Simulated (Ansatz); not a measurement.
The coordinates of a crystal:

```
CELL_PARAMETERS angstrom
4.97604 0.00000 0.00000
0.00000 4.97604 0.00000
0.00000 0.00000 3.23443
ATOMIC_POSITIONS crystal
K 0.00000 0.00000 0.00000
```

**What crystal do these data define?**

The element is potassium. Space group: P4/mmm (No. 123). Lattice: primitive tetragonal. The cell holds one atom. Each K has two K in a linear arrangement at 3.23 Å. The bonds build K chains along [001].

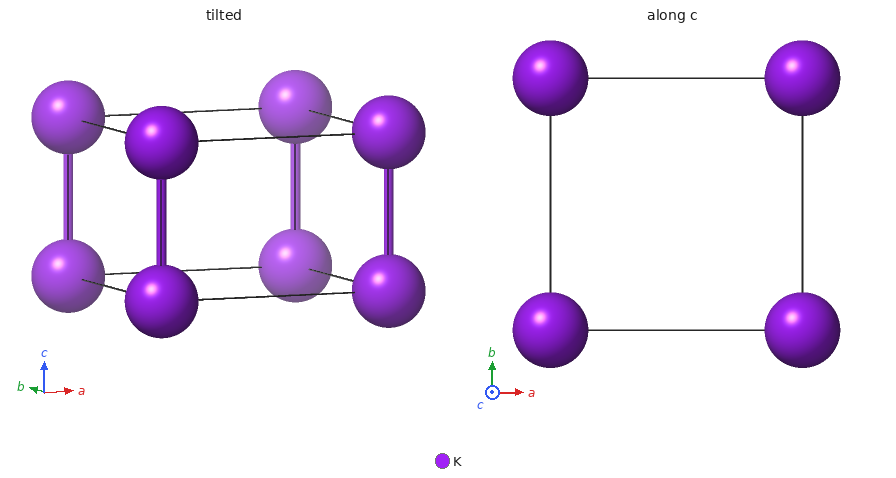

Structure drawing (ball-and-stick), viewed slightly off an axis and along the c axis. The box is the conventional unit cell; atoms on or close to its faces, edges and corners are drawn wherever they repeat.

Starting structure: a structure listed in the Materials Project. The cell was then strained or its atoms displaced on purpose. It went into a calculation with Ansatz.
